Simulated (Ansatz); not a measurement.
Run report: Ti2O, geometry relaxation (part 2 of 2)

Continued. System: Ti2O (P-3m1, 3 atoms in the cell). Method: DFT PBEsol, scalar-relativistic, plane waves, PAW, no spin polarisation (Ansatz 0.2.0); cutoff 420 eV, 24×24×12 k-mesh, Gaussian smearing of 0.1 eV. The structure derives from an entry of the Crystallography Open Database. It belongs to a series of runs on one base structure; here: biaxial strain in the a-b plane, c and atoms relaxed: -1.0 %.

Geometry of the input (Å; fractional positions):
```
2.9234  0.0000  0.0000
-1.4617  2.5318  0.0000
0.0000  0.0000  4.7521
Ti 0.6667  0.3333  0.2627
Ti 0.3333  0.6667  0.7373
O  0.0000  0.0000  0.0000
```

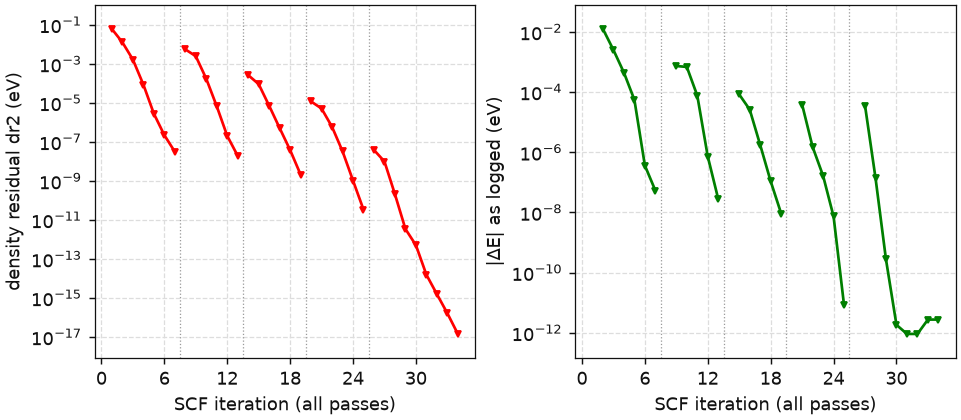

Fig. 1: Convergence of the self-consistent field: density residual dr2 and size of the energy change against the SCF iteration. The dotted lines part the SCF passes of the relaxation: geometry steps, rejected trials and re-solves on a re-selected basis. The 5 passes take 6 to 9 iterations each, 34 in all.

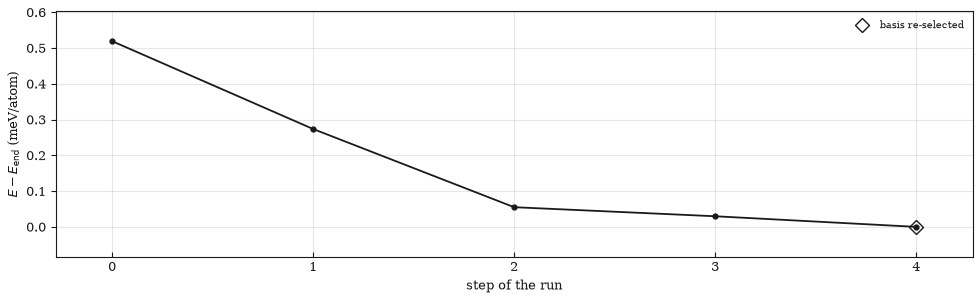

Fig. 2: Progress of the relaxation, step by step (the first geometry is step 0 here and step 1 in the log). The largest moves relative to the cell, 0.010 Å, are those of Ti1 and Ti2. O stays in place. After 3 geometry steps the energy has fallen by 0.5 meV per atom. Largest force component: 0.15 eV/Å at the start, 0.0001 eV/Å at the end. Pressure: 2.97 GPa at the start and 2.47 GPa at the end. A last SCF at the same geometry on a re-selected plane-wave basis shifts the energy by next to nothing (0.0 meV per atom). (Atoms are counted from 1 in the order of the input.)

```
basis re-selected at this cell: Δ(F+E_penalty+E_count) = -8.947e-5 eV, ΔP = +0.006 GPa vs the last step (what re-selecting the basis moved, of the pressure what is left beyond the Pulay correction that the steps carried, after the strain that the cell walked since its last selection, with what the two solves' SCF thresholds leave and, on support functions, any second-order correction that the steps lacked; it is no measure of the basis error at this ecutwfc). This SCF's stress stands 1.29e-2 GPa from its target on what of the cell is left free (relax.cell.stress_tol is 1.50e-2 GPa) and its largest allowed force component is 1.04e-4 eV/Å (relax.f_tol is 8.00e-3 eV/Å): within both
SCF converged after 9 iterations
Free energy (F): -5511.816628 eV
Harris-Foulkes:  -5511.816628 eV  (|F-HF|=1.82e-12)
Internal energy: -5511.811428 eV  (E = F + TS)
E sigma→0 (E₀):  -5511.814028 eV
Entropy (-TS):   -0.005200 eV (-1.733 meV/atom)
Fermi energy:    15.773037 eV
--- Per-component energies (eV) ---
  E_band       = -246.019588
  E_kinetic    = 724.853307
  E_local      = -1724.710433  (includes V_loc(G=0)·N_el)
  E_nonlocal   = 65.891105
  E_hartree    = 702.208729
  E_xc         = -268.898991
  E_vxc        = -340.134744  (∫ρ·V_xc dr)
  E_paw        = -2197.289608  (= ΣΔE_a)
  E_vpaw       = -376.338853  (= ΣTr[D̂ρ^β])
  E_aug_tail   = 0.002573  (compensation charges beyond the density's cutoff)
  E_ewald      = -2814.182167
  E_core_change = 0.314057  (= ΣΔE_core)
  E_smearing   = -0.005200  (= −TS)
  E_closure    = -0.000000  (closes the sum)
  Σ components = -5511.816628   (vs F -5511.816628, Δ=0.00e0)
--- Forces (eV/Å), atoms counted from 1 ---
  atom   1  Ti    -0.00000000     0.00000000     0.00010357
  atom   2  Ti     0.00000000    -0.00000000    -0.00010357
  atom   3  O     -0.00000000     0.00000000     0.00000000
  max |Σ_I F_I| component: 1.05e-30 eV/Å
--- Stress (GPa, compression-positive) ---
        3.700625      -0.000000       0.000000
       -0.000000       3.700625       0.000000
        0.000000       0.000000       0.012908
  P = ⅓ Tr σ = 2.4714 GPa (24.714 kbar)
--- Band table (eV; the first three rows and the last of 667) ---
  k-point 0: bands = ["-41.1208", "-40.9802", "-17.9447", "-17.1984", "-17.1984", "-17.1168", "-17.1107", "-17.1107", "-5.4685", "7.8459", "9.5139", "9.5139", "12.0957", "15.6952", "15.9102", "16.3635", "16.3635", "16.9349", "16.9349"]
  k-point 1: bands = ["-41.1186", "-40.9824", "-17.9314", "-17.1973", "-17.1973", "-17.1318", "-17.1118", "-17.1118", "-5.4640", "7.8167", "9.5094", "9.5094", "12.1765", "15.5037", "16.1043", "16.3375", "16.3375", "16.8455", "16.8455"]
  k-point 2: bands = ["-41.1123", "-40.9888", "-17.8923", "-17.1942", "-17.1942", "-17.1757", "-17.1150", "-17.1150", "-5.4518", "7.7398", "9.4973", "9.4973", "12.4056", "15.2416", "16.2441", "16.2441", "16.3678", "16.8995", "16.8995"]
  k-point 666: bands = ["-40.9551", "-40.9551", "-17.6800", "-17.6800", "-17.6005", "-17.5742", "-17.2199", "-17.2199", "-4.9544", "7.9053", "7.9053", "8.6769", "14.4485", "15.0425", "15.0425", "16.9630", "16.9630", "17.1440", "18.7206"]
--- Relaxed structure (4 steps of the walk, 4 accepted, 1 SCFs on fresh bases) ---
  F+E_penalty+E_count = -5511.81662830 eV   max|allowed force component| = 1.036e-4 eV/Å   (the final SCF, on the basis selected at the relaxed cell)
  cell:  # Å, volume = 35.2101 Å³
    - [2.923422458310535, -2.8867504044823676e-11, 1.489309981469813e-33]
    - [-1.4617112291302672, 2.5317581149053106, -5.462272556353168e-34]
    - [2.4209003018305504e-33, 3.7244620028162315e-34, 4.757220867115433]
  atoms:
    - { symbol: Ti, position: [0.6666666666666666, 0.3333333333333333, 0.2647592767151024] }
    - { symbol: Ti, position: [0.33333333333333326, 0.6666666666666665, 0.7352407232848975] }
    - { symbol: O, position: [-1.2002893734083808e-35, 1.7168768464683643e-35, -1.064715731053077e-19] }
```

### Trajectory as extended XYZ (Å, eV, eV/Å), 5 frames, from step=1 to step=5
```
3
Lattice="2.9234 0.0000 0.0000 -1.4617 2.5318 0.0000 0.0000 0.0000 4.7521" Properties=species:S:1:pos:R:3:forces:R:3 step=1 energy=-5511.81507 pressure_GPa=2.97
Ti    1.4617    0.8439    1.2483    0.0000   0.0000   0.1548
Ti    0.0000    1.6878    3.5038    0.0000   0.0000  -0.1548
O     0.0000    0.0000    0.0000    0.0000   0.0000   0.0000
3
Lattice="2.9234 0.0000 0.0000 -1.4617 2.5318 0.0000 0.0000 0.0000 4.7328" Properties=species:S:1:pos:R:3:forces:R:3 step=2 energy=-5511.81581 pressure_GPa=3.59
Ti    1.4617    0.8439    1.2528    0.0000   0.0000  -0.0163
Ti    0.0000    1.6878    3.4799    0.0000   0.0000   0.0163
O     0.0000    0.0000    0.0000    0.0000   0.0000   0.0000
3
Lattice="2.9234 0.0000 0.0000 -1.4617 2.5318 0.0000 0.0000 0.0000 4.7603" Properties=species:S:1:pos:R:3:forces:R:3 step=3 energy=-5511.81646 pressure_GPa=2.31
Ti    1.4617    0.8439    1.2611    0.0000   0.0000  -0.0099
Ti    0.0000    1.6878    3.4992    0.0000   0.0000   0.0099
O     0.0000    0.0000    0.0000    0.0000   0.0000   0.0000
3
Lattice="2.9234 0.0000 0.0000 -1.4617 2.5318 0.0000 0.0000 0.0000 4.7572" Properties=species:S:1:pos:R:3:forces:R:3 step=4 energy=-5511.81654 pressure_GPa=2.47
Ti    1.4617    0.8439    1.2595    0.0000   0.0000   0.0001
Ti    0.0000    1.6878    3.4977    0.0000   0.0000  -0.0001
O     0.0000    0.0000    0.0000    0.0000   0.0000   0.0000
3
Lattice="2.9234 0.0000 0.0000 -1.4617 2.5318 0.0000 0.0000 0.0000 4.7572" Properties=species:S:1:pos:R:3:forces:R:3 step=5 energy=-5511.81663 pressure_GPa=2.47
Ti    1.4617    0.8439    1.2595    0.0000   0.0000   0.0001
Ti    0.0000    1.6878    3.4977    0.0000   0.0000  -0.0001
O     0.0000    0.0000    0.0000    0.0000   0.0000   0.0000
```

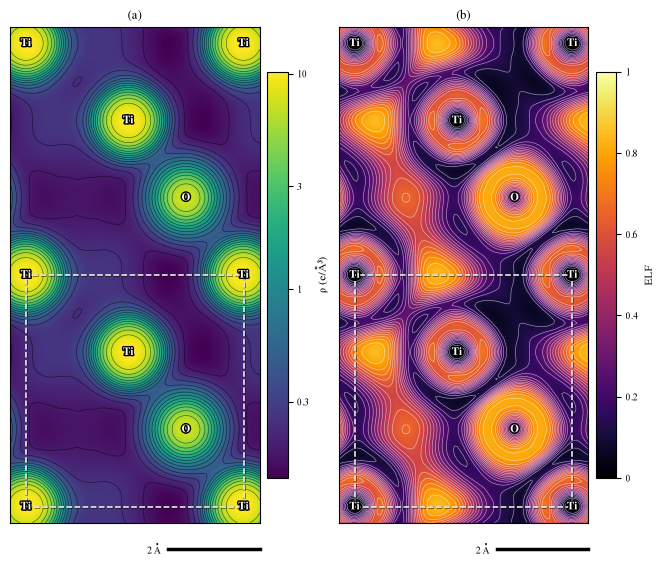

Fig. 3: (a) valence pseudo-density; (b) ELF on the (110) plane of the conventional cell. The section cuts through Ti and O sites. Ti–O (2.11 Å): the density is about 0.47 e/Å³ at the midpoint; the ELF is about 0.10 at the midpoint (no shared pair; the contact is polar). Ti–Ti (2.80 Å): ρ is about 0.24 e/Å³ halfway; the ELF is about 0.25 at the midpoint (no shared electron pair). Away from the nuclei the density in this plane falls to 0.13 e/Å³ at its lowest.  The strong features right at Ti lie inside the PAW spheres (semicore, d or f shells) and say nothing about bonding. The fields are those of the smooth PAW valence density.

### Summary

```csv
quantity,value
outcome,converged
space group (tolerance 0.01 Å),P-3m1 (164)
electrons treated,30
free energy,−5511.8166 eV
Fermi energy,15.773 eV
gap on the k-point mesh,none (metallic)
pressure,2.47 GPa
final volume,35.21 Å³
largest force (length of the vector) at the end,under 0.001 eV/Å
final cell,"a = 2.923 Å, b = 2.923 Å, c = 4.757 Å, α = 90.00°, β = 90.00°, γ = 120.00°"
wall time,2.3 min
peak memory,0.73 GiB
```
